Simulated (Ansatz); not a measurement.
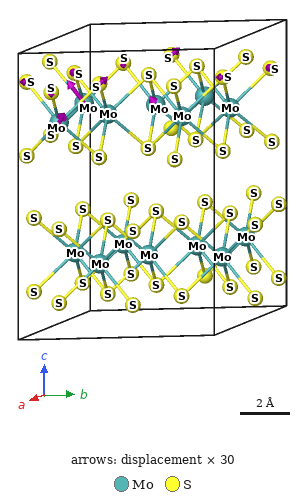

This is a relaxation of a defect cell of composition Mo14S27 (cell charge −1). The starting structure is drawn; purple arrows show the displacements, 30 times their true length.

A ball-and-stick model of the cell of the calculation, seen slightly off an axis.

Case: S vacancy (site f), charge -1, atoms relaxed at the host's cell.

The calculation used Ansatz 0.2.0, DFT LDA, scalar-relativistic, plane waves, PAW. Set-up: plane-wave cutoff 420 eV; k-point mesh 2 × 2 × 2; occupations gaussian; smearing width 0.01 eV; collinear spin; atoms relaxed in a fixed cell; force threshold 0.025 eV/Å; at most 45 steps.

What did the optimiser do to the structure, and how much energy did it gain?

Answer. The atom that moves furthest is a Mo atom (0.041 Å along [0 −1 1]). By element the largest moves are Mo 0.041 Å, S 0.017 Å. The cell stays as it was. Some distances before and after: Mo–Mo 3.047 → 3.085 Å, Mo–S 2.403 → 2.374 Å, Mo–Mo 3.042 → 3.064 Å, Mo–S 2.343 → 2.365 Å. After 2 accepted moves (3 points after the start) the energy has fallen by 27.1 meV per cell of the calculation. The largest force component goes from 0.67 to 0.02 eV/Å. 1 step only repeated the SCF at the same geometry. Cost: 5.4 min on 4 threads of Intel(R) Xeon(R) Processor @ 2.70GHz (shared host), peak memory 4.1 GiB.

Limits of the set-up: the k-point mesh is coarse for a cell with partly filled bands; the periodic images lie only 8.3 Å apart, so the values are limited by the cell's size; the cell is charged, on a uniform background, and energies carry no finite-size correction.
